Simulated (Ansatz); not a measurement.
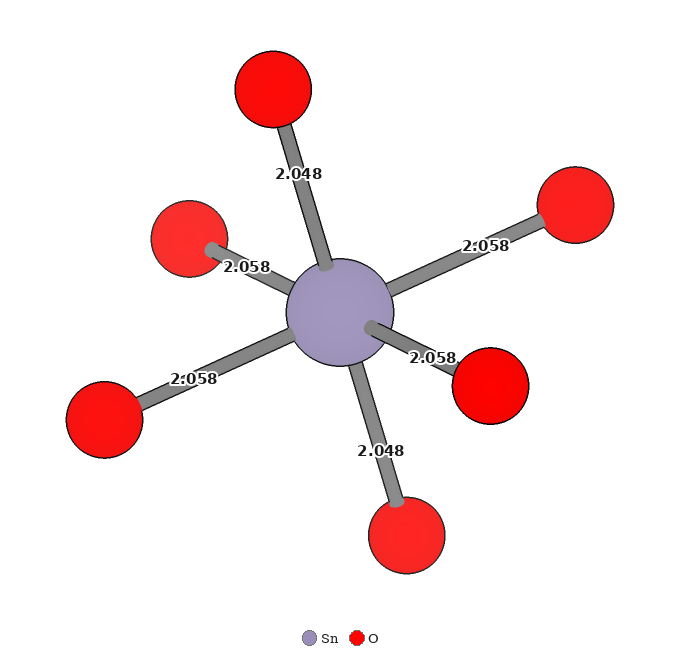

The surroundings of site Sn1 (at 0.000, 0.000, 0.000) in SnO$_{2}$ in space group P4_2/mnm, with bond lengths in Å.

The cell is taken from a calculation's input that goes back to an entry of the Crystallography Open Database (an earlier step may have relaxed or displaced it).

```
Sn O
1.0
     4.73735    0.00000    0.00000
     0.00000    4.73735    0.00000
     0.00000    0.00000    3.18640
Sn O
2 4
Direct
  0.00000 0.00000 0.00000
  0.50000 0.50000 0.50000
  0.30562 0.30562 0.00000
  0.19438 0.80562 0.50000
  0.69438 0.69438 0.00000
  0.80562 0.19438 0.50000
```

Bond valence s = exp((R0 − d)/b), R0 fitted to published crystal structures with b = 0.37 Å, summed over all anions within 5 Å; R0 in Å: Sn2+–O 1.962; Sn4+–O 1.887.

### Which oxidation state of Sn do these bonds support?

With the Sn2+ parameters the computed sum is 2 × 0.793 + 4 × 0.771 = 4.67. With the Sn4+ parameters the computed sum is 2 × 0.647 + 4 × 0.630 = 3.81. The sum matches its own assumption best for Sn4+, which also balances the formula's charge.

### And over the whole structure?

```csv
site,"x, y, z",formal valence,bond-valence sum,difference
Sn1,"0.000, 0.000, 0.000",+4,3.90,-0.10
O1,"0.306, 0.306, 0.000",−2,1.95,-0.05
```

These sums include all anions within 5 Å. The global instability index (root mean square of the differences over all atoms) is 0.07 v.u.: little strain. The cell was not relaxed for this table, and a volume that is off by a few per cent shifts all sums together.
